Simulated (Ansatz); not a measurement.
# Run report: NiSi, geometry relaxation (part 1 of 2)

System: NiSi (P2₁3, 8 atoms in the cell).
Method: DFT r2SCAN, scalar-relativistic, plane waves, PAW, no spin polarisation (Ansatz 0.2.0).

The structure derives from an entry of the Crystallography Open Database. Figures and captions count atoms from 1; the log counts them from 0 in places.

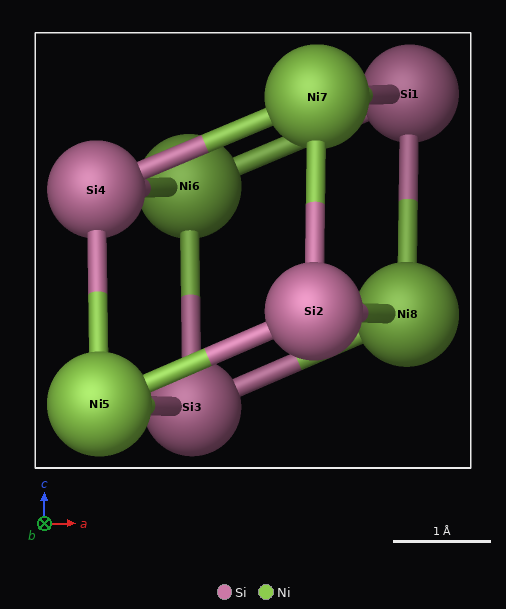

Figure 1. The starting structure (ball-and-stick view of the cell of the calculation, along the b axis; atoms are numbered from 1 in the order of the input). An atom can appear more than once, as a periodic image.

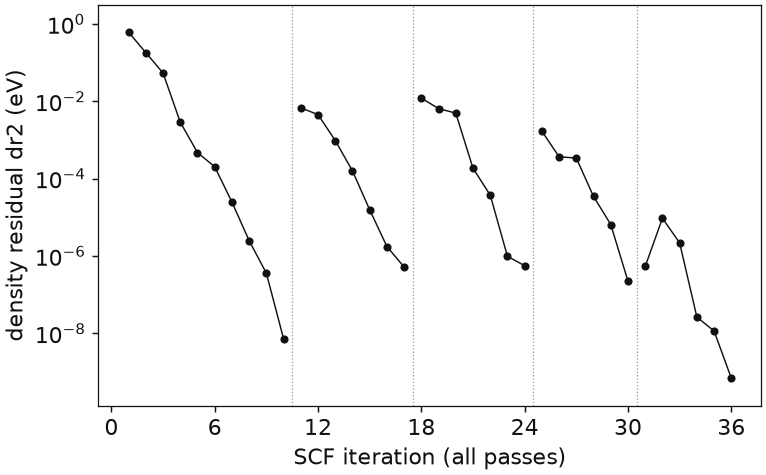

Figure 2. Convergence of the self-consistent field: density residual dr2 against the SCF iteration. The dotted lines part the SCF passes of the relaxation: geometry steps, rejected trials and re-solves on a re-selected basis. The 5 passes take 6 to 10 iterations each, 36 in all.

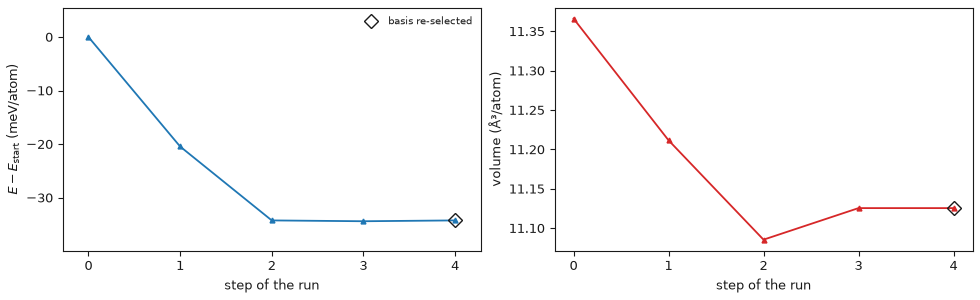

Figure 3. Progress of the relaxation, step by step (the first geometry is step 0 here and step 1 in the log).

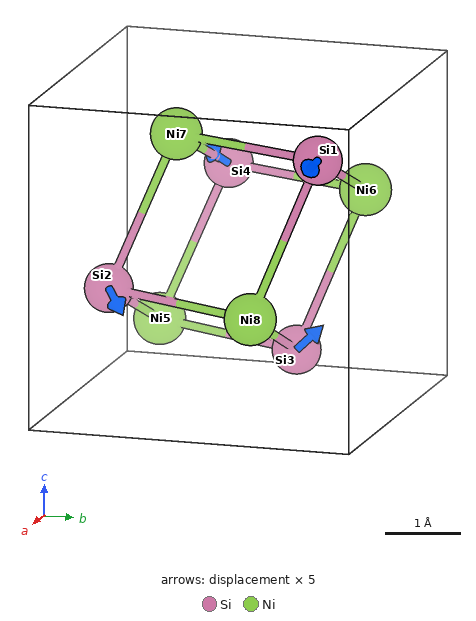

Figure 4. The starting structure with the displacements (without the part carried along by the change of the cell) as blue arrows, magnified 5 times (ball-and-stick view of the cell of the calculation, seen slightly off an axis). Over 3 geometry steps the energy falls by 34.4 meV per atom. Largest force component: 0.68 eV/Å at the start, 0.0071 eV/Å at the end. The pressure goes from −3.09 to −0.14 GPa. The largest moves relative to the cell, 0.10 Å, are those of Si1, Si2, Si3 and Si4. By element the largest moves are Si 0.10 Å, Ni 0.01 Å. The drawn cell changes as follows: a = b = c 4.497 → 4.465 Å (−0.7 %); the volume changes by −2.1 %. Among the contacts that change: Si1–Ni5 2.235 → 2.336 Å, Si1–Ni6 2.474 → 2.382 Å. The space group stays P2_13 (No. 198). A last SCF at the same geometry on a re-selected plane-wave basis shifts the energy by +0.2 meV per atom. (Atoms are counted from 1 in the order of the input.)

These pictures come from the run below.

Input file
```yaml
crystal:
  lattice:
    - [4.49678, 0.0, 0.0]
    - [0.0, 4.49678, 0.0]
    - [0.0, 0.0, 4.49678]
  atoms:
    - { symbol: Si, position: [0.8601, 0.8601, 0.8601] }
    - { symbol: Si, position: [0.6399, 0.1399, 0.3601] }
    - { symbol: Si, position: [0.3601, 0.6399, 0.1399] }
    - { symbol: Si, position: [0.1399, 0.3601, 0.6399] }
    - { symbol: Ni, position: [0.147, 0.147, 0.147] }
    - { symbol: Ni, position: [0.353, 0.853, 0.647] }
    - { symbol: Ni, position: [0.647, 0.353, 0.853] }
    - { symbol: Ni, position: [0.853, 0.647, 0.353] }
basis:
  ecutwfc: 500
kpoints:
  mp_grid: { grid: [4, 4, 4] }
hamiltonian:
  xc: r2scan
scf:
  occupations: { method: gaussian, width: 0.1 }
output:
  forces: true
  stress: true
  eigenvalues: true
relax:
  adjacent_minimum: "off"
  f_tol: 0.05
  max_steps: 80
  cell: { stress_tol: 0.5 }
```

Command:
```bash
ansatz run input.yaml --threads 2 --pin off --max-ram 5120MiB --backend cpu --events-out ev --progress --plain --runs-dir out
```

Output
```
Engine: ansatz 0.2.0, x86_64-unknown-linux-gnu
Pseudopotentials: kind: paw
Pseudopotential: Si, paw, valence charge 4, recommended cutoff 500 eV (meta_gga), Si.paw.azcp
Pseudopotential: Ni, paw, valence charge 18, recommended cutoff 500 eV (meta_gga), Ni.paw.azcp
Functional definition: r2SCAN
  parameter k0 = 0.174
  parameter k1 = 0.065
  parameter a1 = 4.9479
  exchange = r2scan_x(k0 = k0, k1 = k1, a1 = a1)
  correlation = r2scan_c
Crystal: 8 atoms, lattice volume = 90.930 Å³
Basis set: ecut = 500 eV, 2325 PW (Γ), exchange–correlation on 144×144×144 points (64 copies of the dense FFT grid, shifted against one another)
Bands: 53, of which v1, the nominal top of the filled ones, is band 44 counted from 1 (43 counted from 0)
Symmetry: 12 space group operations
Space group: P213 (ITA 198), of the structure as read, at distance tolerance 4.5e-5 Å
k-points: 11 of 64 (time reversal used)
Non-local potential: Si, projectors of the file, l = 0: 2, l = 1: 2, l = 2: 2
Non-local potential: Ni, projectors of the file, l = 0: 3, l = 1: 2, l = 2: 3, l = 3: 1
PAW form: soft (Blöchl's): semilocal exchange-correlation on the pseudo side does not see the compensation charge
PAW frozen core: Si, regenerated for the run's functional (the file was generated under x = pbe(κ = 0.804, μ = 0.2195149727645171), c = pbe(β = 0.06672455060314922))
PAW frozen core: Ni, regenerated for the run's functional (the file was generated under x = pbe(κ = 0.804, μ = 0.2195149727645171), c = pbe(β = 0.06672455060314922))
PAW one-centre angular grid: Si, 302 points (default); XC on 160 Gauss nodes
PAW one-centre angular grid: Ni, 590 points (default); XC on 160 Gauss nodes
Initial density: superposition of atomic densities (neutral atoms: chi_scale 0, normalization atom), corrected by the library's trained network
Initial wavefunctions: pseudopotential atomic-orbital guess
Functional: x = r2scan, c = r2scan; τ floored in thin density (d = 2e-4 eV/Å³)
SCF iter   1: F=—  HF=-25939.824743 eV  |F-HF|=—  |Δ(HF+E_count)|=         —  Δρ=2.86e-2  dr2=6.14e-1  dr2_τ=2.36e-1  ethr=1.77e-3  ⟨swp⟩=7.2  Hψ=2363  notcnv=0  defer=2
preconditioner: auto → Kerker (q_TF=auto, 2.713 Å⁻¹)  [metal: Δε(μ)=0.029 eV  Ē_g=7.633 eV  σ=0.100 eV  W_gap=0.16  n_scr=26 (ndim 8)  ℏωp=29.1 eV  f_vac=0.000  D(μ)=4.75/eV (n_scr^D=32)]
SCF iter   2: F=—  HF=-25940.102448 eV  |F-HF|=—  |Δ(HF+E_count)|=   2.78e-1  Δρ=2.00e-2  dr2=1.82e-1  dr2_τ=3.28e-3  ethr=6.97e-4  ⟨swp⟩=2.9  Hψ=1123  notcnv=0  defer=25
SCF iter   3: F=—  HF=-25940.063771 eV  |F-HF|=—  |Δ(HF+E_count)|=   3.87e-2  Δρ=8.14e-3  dr2=5.40e-2  dr2_τ=1.16e-4  ethr=2.07e-4  ⟨swp⟩=2.7  Hψ=1109  notcnv=0  defer=25
SCF iter   4: F=—  HF=-25940.056371 eV  |F-HF|=—  |Δ(HF+E_count)|=   7.40e-3  Δρ=2.27e-3  dr2=2.89e-3  dr2_τ=4.62e-5  ethr=6.14e-5  ⟨swp⟩=1.7  Hψ=737  notcnv=0  defer=25
SCF iter   5: F=—  HF=-25940.056270 eV  |F-HF|=—  |Δ(HF+E_count)|=   1.01e-4  Δρ=8.77e-4  dr2=4.73e-4  dr2_τ=1.23e-5  ethr=3.29e-6  ⟨swp⟩=2.0  Hψ=907  notcnv=0  defer=25
SCF iter   6: F=—  HF=-25940.056227 eV  |F-HF|=—  |Δ(HF+E_count)|=   4.27e-5  Δρ=6.68e-4  dr2=2.04e-4  dr2_τ=1.02e-6  ethr=5.38e-7  ⟨swp⟩=2.0  Hψ=868  notcnv=0  defer=25
SCF iter   7: F=—  HF=-25940.056235 eV  |F-HF|=—  |Δ(HF+E_count)|=   7.37e-6  Δρ=2.39e-4  dr2=2.49e-5  dr2_τ=2.21e-7  ethr=2.32e-7  ⟨swp⟩=1.0  Hψ=558  notcnv=0  defer=25
SCF iter   8: F=—  HF=-25940.056242 eV  |F-HF|=—  |Δ(HF+E_count)|=   7.77e-6  Δρ=6.56e-5  dr2=2.50e-6  dr2_τ=1.42e-8  ethr=2.83e-8  ⟨swp⟩=2.7  Hψ=971  notcnv=0  defer=25
SCF iter   9: F=—  HF=-25940.056242 eV  |F-HF|=—  |Δ(HF+E_count)|=   4.18e-8  Δρ=2.65e-5  dr2=3.59e-7  dr2_τ=2.22e-9  ethr=2.84e-9  ⟨swp⟩=2.1  Hψ=878  notcnv=0  defer=25
SCF iter  10: F=-25940.056242 eV  HF=-25940.056242 eV  |F-HF|=4.08e-9  |Δ(HF+E_count)|=   1.26e-8  Δρ=3.25e-6  dr2=7.18e-9  dr2_τ=2.84e-11  ethr=1.14e-10  ⟨swp⟩=10.7  Hψ=2759  notcnv=0
SCF 1 converged in 10 iterations: F = -25940.056242 eV  dr2 = 7.18e-9
  greatest PAW one-centre occupation: 1.001 electrons in one spin orbital (limit 2), on the Ni atom at site 4 (counted from 0), in its partial waves of l = 1
relax step   1: F+E_penalty+E_count = -25940.05624240 eV  Δ(F+E_penalty+E_count) = +0.000e0 eV  max|allowed force component| = 6.804e-1 eV/Å  Δτ_max = 0.0000 Å  P = -3.088 GPa  Ω = 90.930 Å³  (10 SCF iters, dr2 threshold 1.00e-7 eV, accepted)
Crystal: 8 atoms, lattice volume = 89.693 Å³
Basis set: ecut = 500 eV, 2301 PW (Γ), exchange–correlation on 144×144×144 points (64 copies of the dense FFT grid, shifted against one another)
Initial density: handed on by an earlier stage of this run
Initial wavefunctions: those handed on with the density
iter 1 solved again at ethr=7.23e-6 eV; its pass at ethr=3.10e-3 eV (dr2=6.37e-3 eV) is discarded
SCF iter   1: F=—  HF=-25940.206261 eV  |F-HF|=—  |Δ(HF+E_count)|=         —  Δρ=3.73e-3  dr2=6.81e-3  dr2_τ=1.25e-2  ethr=7.23e-6  ⟨swp⟩=1.8  Hψ=2653  notcnv=0
preconditioner: auto → Kerker (q_TF=auto, 2.720 Å⁻¹)  [metal: Δε(μ)=0.031 eV  Ē_g=7.624 eV  σ=0.100 eV  W_gap=0.17  n_scr=26 (ndim 8)  ℏωp=29.3 eV  f_vac=0.000  D(μ)=4.37/eV (n_scr^D=32)]
SCF iter   2: F=—  HF=-25940.220237 eV  |F-HF|=—  |Δ(HF+E_count)|=   1.40e-2  Δρ=2.98e-3  dr2=4.54e-3  dr2_τ=6.43e-5  ethr=7.23e-6  ⟨swp⟩=2.0  Hψ=1078  notcnv=0
SCF iter   3: F=—  HF=-25940.219710 eV  |F-HF|=—  |Δ(HF+E_count)|=   5.27e-4  Δρ=1.35e-3  dr2=9.70e-4  dr2_τ=1.88e-5  ethr=5.16e-6  ⟨swp⟩=2.0  Hψ=800  notcnv=0
SCF iter   4: F=—  HF=-25940.219769 eV  |F-HF|=—  |Δ(HF+E_count)|=   5.92e-5  Δρ=5.12e-4  dr2=1.59e-4  dr2_τ=3.01e-6  ethr=1.10e-6  ⟨swp⟩=1.9  Hψ=865  notcnv=0
SCF iter   5: F=—  HF=-25940.219807 eV  |F-HF|=—  |Δ(HF+E_count)|=   3.72e-5  Δρ=1.37e-4  dr2=1.57e-5  dr2_τ=1.65e-7  ethr=1.80e-7  ⟨swp⟩=2.5  Hψ=978  notcnv=0
SCF iter   6: F=—  HF=-25940.219807 eV  |F-HF|=—  |Δ(HF+E_count)|=   2.87e-7  Δρ=5.92e-5  dr2=1.76e-6  dr2_τ=1.25e-8  ethr=1.78e-8  ⟨swp⟩=2.3  Hψ=882  notcnv=0
SCF iter   7: F=-25940.219806 eV  HF=-25940.219807 eV  |F-HF|=3.64e-7  |Δ(HF+E_count)|=   3.52e-8  Δρ=3.20e-5  dr2=5.19e-7  dr2_τ=1.20e-9  ethr=9.09e-10  ⟨swp⟩=6.7  Hψ=2570  notcnv=0
SCF 2 converged in 7 iterations: F = -25940.219806 eV  dr2 = 5.19e-7
  greatest PAW one-centre occupation: 1.001 electrons in one spin orbital (limit 2), on the Ni atom at site 6 (counted from 0), in its partial waves of l = 1
relax step   2: F+E_penalty+E_count = -25940.21980650 eV  Δ(F+E_penalty+E_count) = -1.636e-1 eV  max|allowed force component| = 4.535e-1 eV/Å  Δτ_max = 0.0359 Å  P = -1.228 GPa  Ω = 89.693 Å³  energy of the carried Pulay correction = +7.912e-4 eV  (7 SCF iters, dr2 threshold 8.00e-7 eV, accepted)
Crystal: 8 atoms, lattice volume = 88.683 Å³
iter 1 solved again at ethr=1.15e-5 eV; its pass at ethr=3.10e-3 eV (dr2=1.02e-2 eV) is discarded
SCF iter   1: F=—  HF=-25940.321431 eV  |F-HF|=—  |Δ(HF+E_count)|=         —  Δρ=5.36e-3  dr2=1.21e-2  dr2_τ=8.21e-3  ethr=1.15e-5  ⟨swp⟩=2.1  Hψ=2810  notcnv=0
preconditioner: auto → Kerker (q_TF=auto, 2.725 Å⁻¹)  [metal: Δε(μ)=0.053 eV  Ē_g=7.710 eV  σ=0.100 eV  W_gap=0.28  n_scr=26 (ndim 8)  ℏωp=29.5 eV  f_vac=0.001  D(μ)=4.04/eV (n_scr^D=32)]
SCF iter   2: F=—  HF=-25940.330254 eV  |F-HF|=—  |Δ(HF+E_count)|=   8.82e-3  Δρ=3.55e-3  dr2=6.51e-3  dr2_τ=1.31e-4  ethr=1.15e-5  ⟨swp⟩=2.0  Hψ=906  notcnv=0
SCF iter   3: F=—  HF=-25940.330543 eV  |F-HF|=—  |Δ(HF+E_count)|=   2.89e-4  Δρ=3.02e-3  dr2=4.96e-3  dr2_τ=5.44e-5  ethr=7.40e-6  ⟨swp⟩=2.1  Hψ=885  notcnv=0
SCF iter   4: F=—  HF=-25940.330196 eV  |F-HF|=—  |Δ(HF+E_count)|=   3.47e-4  Δρ=5.01e-4  dr2=1.86e-4  dr2_τ=3.15e-6  ethr=5.64e-6  ⟨swp⟩=2.3  Hψ=811  notcnv=0
SCF iter   5: F=—  HF=-25940.330211 eV  |F-HF|=—  |Δ(HF+E_count)|=   1.48e-5  Δρ=2.62e-4  dr2=3.77e-5  dr2_τ=5.35e-7  ethr=2.11e-7  ⟨swp⟩=2.0  Hψ=917  notcnv=0
SCF iter   6: F=—  HF=-25940.330207 eV  |F-HF|=—  |Δ(HF+E_count)|=   3.36e-6  Δρ=4.26e-5  dr2=9.85e-7  dr2_τ=1.84e-8  ethr=4.29e-8  ⟨swp⟩=2.1  Hψ=967  notcnv=0
SCF iter   7: F=-25940.330208 eV  HF=-25940.330208 eV  |F-HF|=4.75e-7  |Δ(HF+E_count)|=   6.24e-7  Δρ=3.03e-5  dr2=5.62e-7  dr2_τ=1.60e-9  ethr=9.09e-10  ⟨swp⟩=7.5  Hψ=2639  notcnv=0
SCF 3 converged in 7 iterations: F = -25940.330208 eV  dr2 = 5.62e-7
relax step   3: F+E_penalty+E_count = -25940.33020753 eV  Δ(F+E_penalty+E_count) = -1.104e-1 eV  max|allowed force component| = 2.627e-2 eV/Å  Δτ_max = 0.0706 Å  P = +0.668 GPa  Ω = 88.683 Å³  energy of the carried Pulay correction = +1.445e-3 eV  (7 SCF iters, dr2 threshold 8.00e-7 eV, accepted)
Crystal: 8 atoms, lattice volume = 89.004 Å³
iter 1 solved again at ethr=2.13e-6 eV; its pass at ethr=3.10e-3 eV (dr2=1.87e-3 eV) is discarded
```
